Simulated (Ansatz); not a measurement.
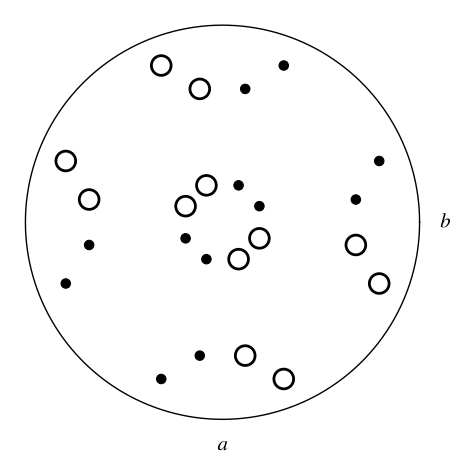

Stereographic projection: filled dots lie in the upper hemisphere, open rings in the lower. The c axis points at the viewer. The poles are all faces of one general form. Computed from the symmetry operations of a computed or model structure of composition GaP, which need not be its known form.

Name the crystal class.

-43m (Td), order 24, cubic system: three −4 axes, four threefold axes, six mirror planes.

Which physical properties does it allow?

It is not centrosymmetric; not polar, but piezoelectricity is allowed; it is not chiral.
